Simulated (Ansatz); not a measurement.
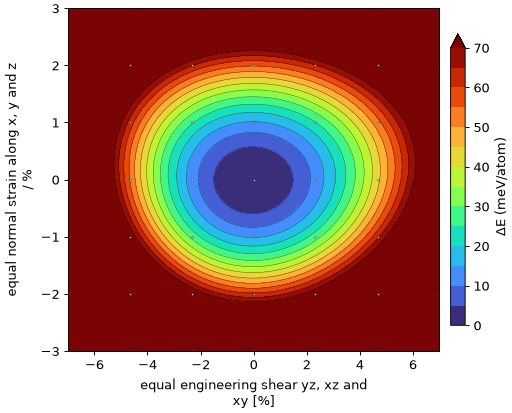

W (Im-3m, No. 229; 1 atom in the cell). The energy is mapped over two homogeneous strains (x, y and z along the cube axes). First axis: equal engineering shear yz, xz and xy. Second axis: equal normal strain along x, y and z. Nothing is relaxed (symmetry fixes all fractional coordinates). The scan uses a 7 × 7 grid. Points are written as (first, second). Energies are in meV/atom, from the lowest grid point. These are results of Ansatz 0.2.0, DFT LDA, scalar-relativistic, plane waves, PAW, not measurements. Settings: cutoff 420 eV, k-mesh 20×20×20, gaussian smearing 0.15 eV, no spin polarisation.

In the figure: filled contours, dots at the grid points, one colour for all values above the top of the scale. Between grid points the surface is interpolated.

Where is the minimum, and how stiff is the crystal against these two strains (in GPa)?

Answer. The interpolated minimum is at 0.0 % and 0.0 %. Divided by the cell volume of 15.4 Å³, the second derivatives of the energy there are about 470 GPa along the first strain and 3000 GPa along the second, with a cross term of about 0 GPa (clamped ions). Round the minimum the two coordinates are nearly uncoupled.

PAW datasets: the set soft_1.
